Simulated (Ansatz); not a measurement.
## Single-point calculation of Cu (part 1 of 2)

The run: single-point calculation of Cu (slab, 16 atoms in the cell). Method and program: DFT PBE+D3(BJ), scalar-relativistic, plane waves, PAW, no spin polarisation (Ansatz 0.2.0).

The structure derives from an entry of the Crystallography Open Database. It belongs to a series of runs on one base structure; here: the slab at its places in the relaxed adsorbed structure. Figures and captions count atoms from 1; the log counts them from 0 in places.

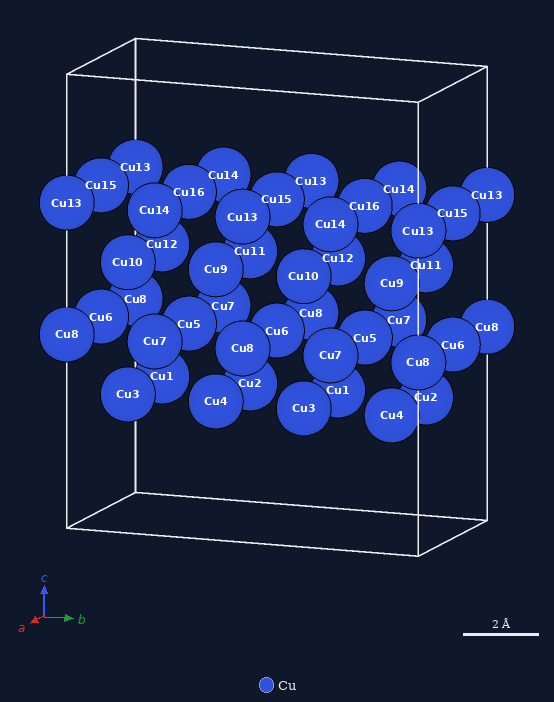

**Figure 1.** The input geometry (spheres-only view of the 1 × 2 repeat of the cell, with the vacuum cut short, seen slightly off an axis; atoms are numbered from 1 in the order of the input). An atom can appear more than once, as a periodic image.

## The input
```yaml
crystal:
  lattice:
    - [5.0393684365, 0.0, 0.0]
    - [0.0, 5.0393684365, 0.0]
    - [0.0, 0.0, 24.7826573916]
  atoms:
    - { symbol: Cu, position: [0.25, 0.25, 0.3228063832] }
    - { symbol: Cu, position: [0.25, 0.75, 0.3228063832] }
    - { symbol: Cu, position: [0.75, 0.25, 0.3228063832] }
    - { symbol: Cu, position: [0.75, 0.75, 0.3228063832] }
    - { symbol: Cu, position: [0.5, 0.5, 0.3946988268] }
    - { symbol: Cu, position: [0.5, 0.0, 0.3946988268] }
    - { symbol: Cu, position: [0.0, 0.5, 0.3946988268] }
    - { symbol: Cu, position: [0.0, 0.0, 0.3946988268] }
    - { symbol: Cu, position: [0.7500615544, 0.7499678339, 0.468045359] }
    - { symbol: Cu, position: [0.7500744382, 0.2499000594, 0.4681937034] }
    - { symbol: Cu, position: [0.249989608, 0.7499535597, 0.4681293821] }
    - { symbol: Cu, position: [0.249981425, 0.2499167331, 0.4680448771] }
    - { symbol: Cu, position: [-0.0002347117, 0.0001678487, 0.5396696381] }
    - { symbol: Cu, position: [0.0006436362, 0.5005445672, 0.5389695227] }
    - { symbol: Cu, position: [0.4993755188, -0.0006967553, 0.5389532277] }
    - { symbol: Cu, position: [0.5003963127, 0.4995539913, 0.5395628208] }
basis:
  ecutwfc: 420
kpoints:
  mp_grid: { grid: [4, 4, 1] }
hamiltonian:
  xc: pbe
  dispersion: d3bj
scf:
  occupations: { method: gaussian, width: 0.1 }
output:
  forces: true
  eigenvalues: true
  write_density: true
  volumetric_format: npy
efield:
  axis: 3
  dipole_correction: true
  ramp_width: 0.04
```

Launched with:
```bash
ansatz run input.yaml --threads 4 --pin off --max-ram 10240MiB --backend cpu --events-out ev --progress --plain --runs-dir out
```

## Log
```
Engine: ansatz 0.2.0, x86_64-unknown-linux-gnu
Pseudopotentials: kind: paw
Pseudopotential: Cu, paw, valence charge 19, recommended cutoff 420 eV (normal), Cu.paw.azcp
Functional definition: PBE
  parameter kappa = 0.804
  parameter beta = 0.06672455060314922
  exchange = pbe_x(kappa = kappa, mu = beta*pi^2/3)
  correlation = pbe_c(beta = beta)
Crystal: 16 atoms, lattice volume = 629.361 Å³
Basis set: ecut = 420 eV, 12303 PW (Γ), exchange–correlation on 72×72×360 points (8 copies of the dense FFT grid, shifted against one another)
Bands: 183, of which v1, the nominal top of the filled ones, is band 152 counted from 1 (151 counted from 0)
Symmetry: 1 space group operations
Space group: P1 (ITA 1), of the structure as read, at distance tolerance 8.6e-5 Å
k-points: 10 of 16 (time reversal used)
Non-local potential: Cu, projectors of the file, l = 0: 3, l = 1: 2, l = 2: 3, l = 3: 1
PAW form: soft (Blöchl's): semilocal exchange-correlation on the pseudo side does not see the compensation charge
PAW one-centre angular grid: Cu, 590 points (default); XC on 64 Gauss nodes
Initial density: superposition of atomic densities (neutral atoms: chi_scale 0, normalization atom), corrected by the library's trained network
Initial wavefunctions: pseudopotential atomic-orbital guess
Functional: x = pbe(κ = 0.804, μ = 0.2195149727645171), c = pbe(β = 0.06672455060314922)
SCF iter   1: F=—  HF=-106004.450583 eV  |F-HF|=—  |Δ(HF+E_count)|=         —  Δρ=2.15e-3  dr2=1.68e-1  ethr=1.77e-3  p=0.002 e·Å  D=4.73e-4 V/Å  ΔV_dip=-0.01 eV  dr2_dipole=1.50e-5  V_vac-E_F(+/−)=4.44/4.45 eV  ⟨swp⟩=7.3  Hψ=7751  notcnv=0  defer=107
efield: sawtooth ramp at fractional position 0.9112 (placed from the atoms, in the widest stretch of the axis that holds none; the zero of the levels goes with the place), width 0.0400; the density the first Hamiltonian is built on has a dipole p = 0.002 e·Å; the dipole correction subtracts the counter field D = 4.73e-4 V/Å, which shifts the + side's vacuum level by -0.01 eV against the − side's; the planar-averaged density in the ramp window peaks in size at 3.4e-5 e/Å³
preconditioner: auto → LDOS  [metal: Δε(μ)=0.054 eV  Ē_g=8.072 eV  σ=0.100 eV  W_gap=0.30  n_scr=138 (ndim 8)  ℏωp=19.6 eV  f_vac=0.658  D(μ)=8.88/eV (n_scr^D=40)  β→1.0]
SCF iter   2: F=—  HF=-106004.459111 eV  |F-HF|=—  |Δ(HF+E_count)|=   8.53e-3  Δρ=3.40e-3  dr2=4.96e-2  ethr=5.51e-5  p=0.001 e·Å  D=1.54e-4 V/Å  ΔV_dip=-0.00 eV  dr2_dipole=5.95e-6  V_vac-E_F(+/−)=4.50/4.50 eV  ⟨swp⟩=2.0  Hψ=2970  notcnv=0  defer=199
SCF iter   3: F=—  HF=-106004.452038 eV  |F-HF|=—  |Δ(HF+E_count)|=   7.07e-3  Δρ=8.28e-4  dr2=4.59e-3  ethr=1.63e-5  p=0.001 e·Å  D=2.92e-4 V/Å  ΔV_dip=-0.01 eV  dr2_dipole=7.53e-6  V_vac-E_F(+/−)=4.49/4.50 eV  ⟨swp⟩=2.0  Hψ=2439  notcnv=0  defer=199
SCF iter   4: F=—  HF=-106004.452461 eV  |F-HF|=—  |Δ(HF+E_count)|=   4.23e-4  Δρ=5.83e-4  dr2=4.29e-3  ethr=1.51e-6  p=0.001 e·Å  D=2.57e-4 V/Å  ΔV_dip=-0.01 eV  dr2_dipole=1.02e-5  V_vac-E_F(+/−)=4.49/4.50 eV  ⟨swp⟩=3.4  Hψ=3507  notcnv=0  defer=199
SCF iter   5: F=—  HF=-106004.452471 eV  |F-HF|=—  |Δ(HF+E_count)|=   9.67e-6  Δρ=4.13e-4  dr2=1.17e-3  ethr=1.41e-6  p=0.001 e·Å  D=2.80e-4 V/Å  ΔV_dip=-0.01 eV  dr2_dipole=2.79e-6  V_vac-E_F(+/−)=4.50/4.51 eV  ⟨swp⟩=2.0  Hψ=2360  notcnv=0  defer=199
SCF iter   6: F=—  HF=-106004.452412 eV  |F-HF|=—  |Δ(HF+E_count)|=   5.81e-5  Δρ=1.18e-4  dr2=6.75e-5  ethr=3.84e-7  p=0.001 e·Å  D=2.23e-4 V/Å  ΔV_dip=-0.01 eV  dr2_dipole=1.09e-7  V_vac-E_F(+/−)=4.51/4.51 eV  ⟨swp⟩=2.0  Hψ=2414  notcnv=0  defer=199
SCF iter   7: F=—  HF=-106004.452646 eV  |F-HF|=—  |Δ(HF+E_count)|=   2.33e-4  Δρ=7.16e-5  dr2=2.07e-5  ethr=2.22e-8  p=0.001 e·Å  D=2.29e-4 V/Å  ΔV_dip=-0.01 eV  dr2_dipole=2.18e-7  V_vac-E_F(+/−)=4.51/4.52 eV  ⟨swp⟩=2.5  Hψ=2614  notcnv=0  defer=199
SCF iter   8: F=—  HF=-106004.452657 eV  |F-HF|=—  |Δ(HF+E_count)|=   1.16e-5  Δρ=2.46e-5  dr2=2.84e-6  ethr=6.80e-9  p=0.001 e·Å  D=2.24e-4 V/Å  ΔV_dip=-0.01 eV  dr2_dipole=2.91e-8  V_vac-E_F(+/−)=4.51/4.52 eV  ⟨swp⟩=2.1  Hψ=2447  notcnv=0  defer=199
SCF iter   9: F=—  HF=-106004.452663 eV  |F-HF|=—  |Δ(HF+E_count)|=   6.25e-6  Δρ=1.12e-5  dr2=7.46e-7  ethr=9.33e-10  p=0.001 e·Å  D=2.21e-4 V/Å  ΔV_dip=-0.01 eV  dr2_dipole=2.26e-9  V_vac-E_F(+/−)=4.51/4.52 eV  ⟨swp⟩=2.3  Hψ=2531  notcnv=0  defer=199
SCF iter  10: F=—  HF=-106004.452664 eV  |F-HF|=—  |Δ(HF+E_count)|=   9.64e-7  Δρ=7.30e-6  dr2=3.00e-7  ethr=2.45e-10  p=0.001 e·Å  D=2.23e-4 V/Å  ΔV_dip=-0.01 eV  dr2_dipole=2.25e-9  V_vac-E_F(+/−)=4.51/4.52 eV  ⟨swp⟩=2.1  Hψ=2414  notcnv=0  defer=199
SCF iter  11: F=-106004.452665 eV  HF=-106004.452664 eV  |F-HF|=2.80e-7  |Δ(HF+E_count)|=   9.93e-8  Δρ=2.48e-6  dr2=5.10e-8  ethr=3.29e-11  p=0.001 e·Å  D=2.21e-4 V/Å  ΔV_dip=-0.01 eV  dr2_dipole=1.82e-9  V_vac-E_F(+/−)=4.52/4.52 eV  ⟨swp⟩=20.1  Hψ=11531  notcnv=0
SCF 1 converged in 11 iterations: F = -106004.452665 eV  dr2 = 5.10e-8
  greatest PAW one-centre occupation: 1.000 electrons in one spin orbital (limit 2), on the Cu atom at site 0 (counted from 0), in its partial waves of l = 0
```

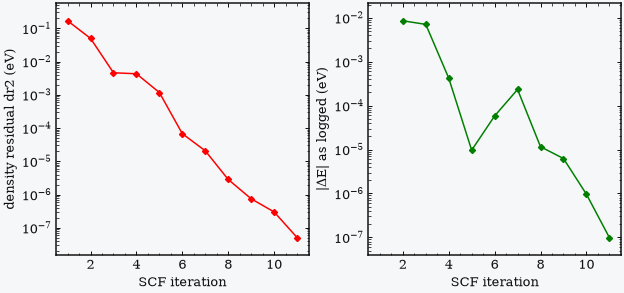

**Figure 2.** Convergence of the self-consistent field: density residual dr2 and size of the energy change against the SCF iteration. The residual falls at every step.

```
SCF converged after 11 iterations
Free energy (F): -106004.452665 eV
Harris-Foulkes:  -106004.452664 eV  (|F-HF|=2.80e-7)
Internal energy: -106004.404573 eV  (E = F + TS)
E sigma→0 (E₀):  -106004.428619 eV
Entropy (-TS):   -0.048091 eV (-3.006 meV/atom)
Fermi energy:    1.913440 eV
Dipole field:    D = 0.000254 V/Å  (p = 0.000882 e·Å, saw-weighted, corrected)
Work function:   Φ+ = 4.5149 eV   Φ− = 4.5212 eV
Levels:          The Fermi level and band energies are counted from a zero that moves with the ramp; work functions are not
--- Per-component energies (eV) ---
  E_band       = -10226.054072
  E_kinetic    = 4798.961245
  E_local      = -764328.776131  (includes V_loc(G=0)·N_el)
  E_nonlocal   = 6257.715440
  E_hartree    = 376074.081124
  E_xc         = -1425.190836
  E_vxc        = -1838.347552  (∫ρ·V_xc dr)
  E_paw        = -26624.664628  (= ΣΔE_a)
  E_vpaw       = -7263.888988  (= ΣTr[D̂ρ^β])
  E_aug_tail   = 0.004233  (compensation charges beyond the density's cutoff)
  E_efield     = 0.000000  (sawtooth field / dipole correction)
  E_vefield    = 0.000026  (∫n·V_field dr)
  E_ewald      = 299250.159039
  E_disp       = -6.694059  (pairwise vdW)
  E_smearing   = -0.048091  (= −TS)
  E_closure    = 0.000000  (closes the sum)
  Σ components = -106004.452665   (vs F -106004.452665, Δ=0.00e0)
--- Forces (eV/Å), atoms counted from 1 ---
  atom   1  Cu     0.00004161    -0.00003438     0.06292936
  atom   2  Cu     0.00000645    -0.00001011     0.06197192
  atom   3  Cu    -0.00002351     0.00000911     0.06204109
  atom   4  Cu     0.00001174    -0.00005355     0.06293021
  atom   5  Cu     0.00143246    -0.00172415    -0.06729674
  atom   6  Cu     0.00144702     0.00067338    -0.06282453
  atom   7  Cu    -0.00103223    -0.00176874    -0.06325458
  atom   8  Cu    -0.00095140     0.00062381    -0.06916409
  atom   9  Cu    -0.00026851     0.00015591    -0.00191029
  atom  10  Cu    -0.00018522     0.00002973    -0.02186097
  atom  11  Cu     0.00022300     0.00024181    -0.02099419
  atom  12  Cu     0.00012593    -0.00004629    -0.00190963
  atom  13  Cu    -0.00492183     0.00498471    -0.03085561
  atom  14  Cu    -0.00901072    -0.01128268     0.05436344
  atom  15  Cu     0.01192587     0.00927805     0.05589357
  atom  16  Cu     0.00117952    -0.00107681    -0.02004500
  max |Σ_I F_I| component: 1.40e-5 eV/Å
--- Band table (eV; the first three rows and the last of 10) ---
  k-point 0: bands = ["-110.7833", "-110.7756", "-110.7751", "-110.7705", "-110.7697", "-110.7679", "-110.7658", "-110.7611", "-110.3103", "-110.3082", "-110.2958", "-110.2951", "-110.2932", "-110.2896", "-110.2895", "-110.2839", "-68.1983", "-68.1968", "-68.1950", "-68.1949", "-68.1916", "-68.1913", "-68.1693", "-68.1627", "-68.1626", "-68.1324", "-68.1303", "-68.1301", "-68.1292", "-68.1292", "-68.1243", "-68.1232", "-68.1217", "-68.1170", "-68.1158", "-68.1138", "-68.1084", "-68.1082", "-68.1067", "-68.1067",
      "-67.7319", "-67.7318", "-67.7264", "-67.7264", "-67.7191", "-67.7191", "-67.7136", "-67.7136", "-67.6652", "-67.6651", "-67.6621", "-67.6603", "-67.6602", "-67.6600", "-67.6535", "-67.6535", "-67.6486", "-67.6485", "-67.6482", "-67.6471", "-67.6462", "-67.6419", "-67.6417", "-67.6372", "-7.1440", "-5.4500", "-3.4360", "-3.1951", "-3.1948", "-3.1782", "-3.1782", "-3.0252", "-2.9027", "-2.8875", "-2.5089", "-2.4797", "-2.4742", "-2.4535", "-2.4535", "-2.4504",
      "-2.4498", "-2.0918", "-2.0704", "-2.0079", "-1.7668", "-1.7667", "-1.4258", "-1.4249", "-1.4210", "-1.4179", "-1.4050", "-1.2148", "-1.1669", "-1.1666", "-1.1654", "-1.1641", "-1.0417", "-1.0413", "-1.0379", "-1.0321", "-0.9963", "-0.9963", "-0.9312", "-0.9194", "-0.9167", "-0.9162", "-0.7175", "-0.7175", "-0.5711", "-0.5446", "-0.5275", "-0.5233", "-0.5216", "-0.4867", "-0.4693", "-0.4692", "-0.2744", "-0.2269", "-0.0613", "-0.0580",
      "0.0129", "0.0308", "0.0314", "0.0316", "0.0375", "0.1181", "0.1182", "0.1218", "0.1259", "0.1601", "0.1601", "0.1876", "0.1877", "0.2856", "0.2879", "0.3473", "0.3480", "0.3482", "0.3493", "0.4070", "0.4152", "0.4321", "0.4451", "0.4451", "0.4582", "0.8431", "0.8556", "1.3784", "1.5628", "1.5733", "1.5753", "1.5822", "1.8768", "1.8799", "1.8871", "1.8877", "2.9475", "4.4259", "4.4260", "5.3692",
      "5.3725", "5.3727", "5.3931", "6.2332", "6.2741", "6.6948", "6.6948", "7.0267", "7.6553", "7.9998", "8.0060", "8.0207", "8.0213", "8.9316", "9.6156", "9.6183", "9.6226", "9.6226", "9.6808", "10.4371", "10.4375", "10.4380", "10.4505"]
```
